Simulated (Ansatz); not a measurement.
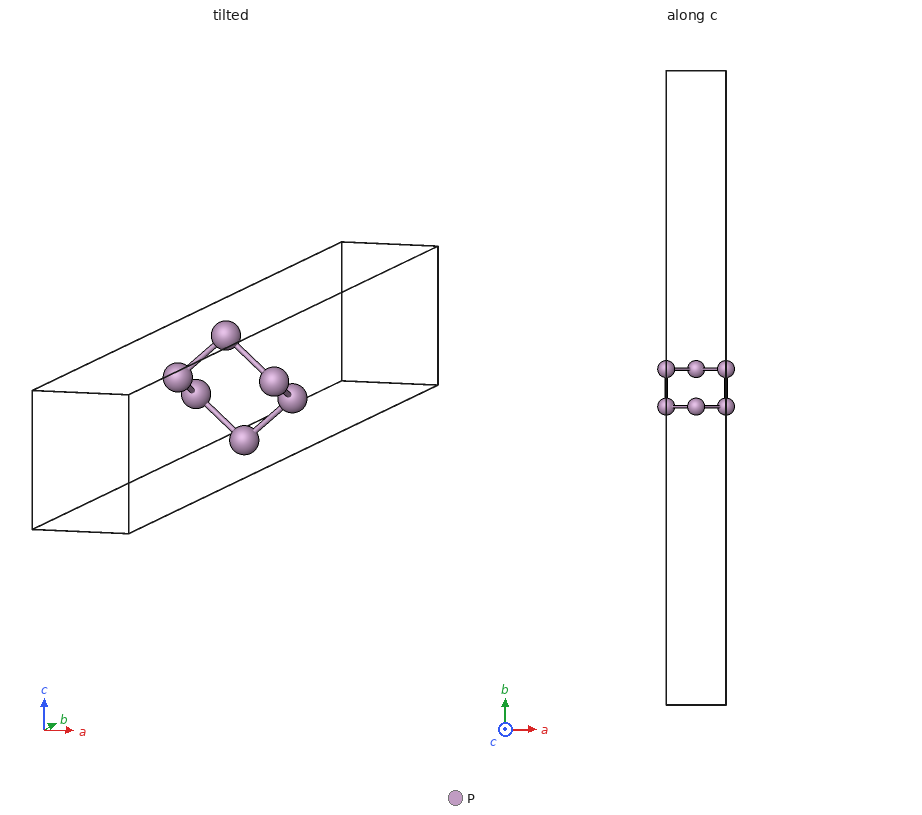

A ball-and-stick picture of a crystal structure, seen slightly off an axis and along the c axis. The simulation cell is outlined; an atom on or near a face, edge or corner is repeated at each equivalent position.

P, space group Pmna (No. 53), a = 3.319 Å, b = 35.194 Å, c = 4.630 Å, α = 90.00°, β = 90.00°, γ = 90.00°. The structure was taken from a structure listed in the Materials Project. The cell was then strained or its atoms displaced on purpose. It was the input of a calculation with Ansatz.

This one geometry was computed with Ansatz (DFT, plane waves, PAW) at three levels of theory: r2SCAN, HSE06 and PBE.

Question: How does the band gap change with the level of theory?

Answer: PBE: a gap of 0.96 eV, direct; r2SCAN: a gap of 1.14 eV, direct; HSE06: a gap of 1.65 eV, direct.

Question: Collect the results in a table.

Answer:
| level | cutoff (eV) | k-mesh of the run's cell | gap (eV) | pressure (GPa) |
| --- | --- | --- | --- | --- |
| r2SCAN | 500 | 8×2×6 | 1.14 | -0.1 |
| HSE06 | 420 | 6×1×4 | 1.65 | -0.2 |
| PBE | 420 | 8×2×6 | 0.96 | 0.1 |

Gaps are taken on the k-mesh or band path of each run.
